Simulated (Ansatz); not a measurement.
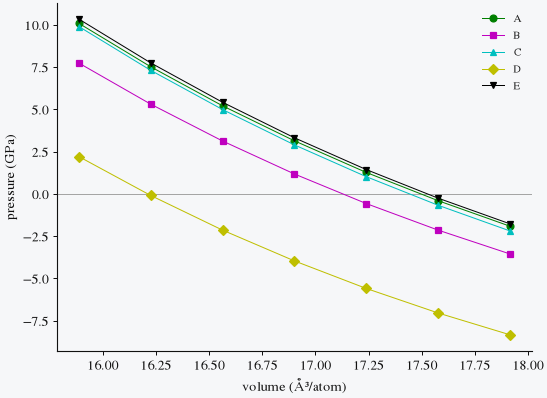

Plotted: pressure against volume, with one curve for each functional, for SrO (space group Fm-3m). The labels are replaced by letters. In alphabetical order the cases are: BLYP + D4; BPBE; LDA; PBE; revPBE + D3(BJ).

Computed with Ansatz 0.2.0: plane-wave DFT, no spin polarisation; energies at scaled volumes of the given cell, shape and fractions fixed, counted from the fit's minimum, third-order Birch-Murnaghan fit. All runs: no spin polarisation.

k mesh 9×9×9.

**Which letter stands for which functional?**

A: BPBE; B: revPBE + D3(BJ); C: BLYP + D4; D: LDA; E: PBE.

Limits of the calculation: the functional was run on potentials made for another functional (BPBE, revPBE + D3(BJ), BLYP + D4).
